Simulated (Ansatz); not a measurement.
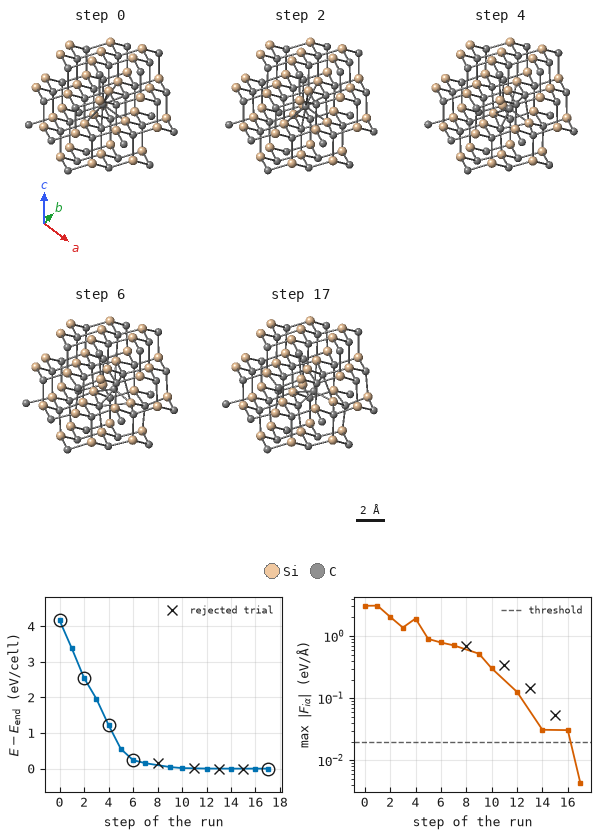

Frames of a relaxation of a defect cell of composition Si$_{16}$C$_{17}$, marked on the history of the run. Style: ball-and-stick. Shown: the atoms within 5.8 Å of the atom that moves most (axes of the conventional cell (2 times the calculation's cell) (origin shifted)), slightly off an axis. Lengths and directions refer to the drawn axes.

Case: C interstitial, charge +0, atoms relaxed.

Theory: DFT PBE, scalar-relativistic, plane waves, PAW in Ansatz. Settings: plane-wave cutoff 420 eV; k-point mesh 2 × 2 × 2; occupations gaussian; smearing width 0.02 eV; mesh shifted by (0.5, 0.5, 0.5); no spin polarisation; atoms relaxed in a fixed cell; force threshold 0.02 eV/Å; at most 60 steps.

**What happens along the run?**

A C atom moves most: 1.08 Å roughly along [3 1 0]. Largest moves by element: C 1.08 Å, Si 0.57 Å. The cell doesn't change. Near-neighbour distances that change, for instance: C–C 2.007 → 3.127 Å, C–Si 2.336 → 3.405 Å, C–Si 2.241 → 2.960 Å, C–Si 1.896 → 2.611 Å. Bonds break: C–Si (1.90 → 2.61 Å). Among the angles between lasting bonds that change: Si–C–C 176.7° → 123.6°, Si–C–Si 95.2° → 145.6°, Si–C–C 58.9° → 106.8°. Over 13 accepted moves (17 points after the start) the energy falls by 4.165 eV per cell of the calculation. The largest force component goes from 3.1 to 0.0043 eV/Å. The line search rejected the trial steps at points 8, 11, 13, 15 of the run. Cost: 67 s on 4 threads of Intel(R) Xeon(R) CPU @ 2.60GHz (Ice Lake) (shared host), peak memory 0.97 GiB. From step 0 to 2: a C atom moves most (0.28 Å), energy −1.619 eV per cell of the calculation. From step 2 to 4: a C atom moves most (0.39 Å), energy −1.321 eV per cell of the calculation. From step 4 to 6: a C atom moves most (0.39 Å), energy −0.987 eV per cell of the calculation. From step 6 to 17: a Si atom moves most (0.21 Å), energy −0.239 eV per cell of the calculation.

Limits of the set-up: the periodic images lie only 7.6 Å apart, so the values are limited by the cell's size.
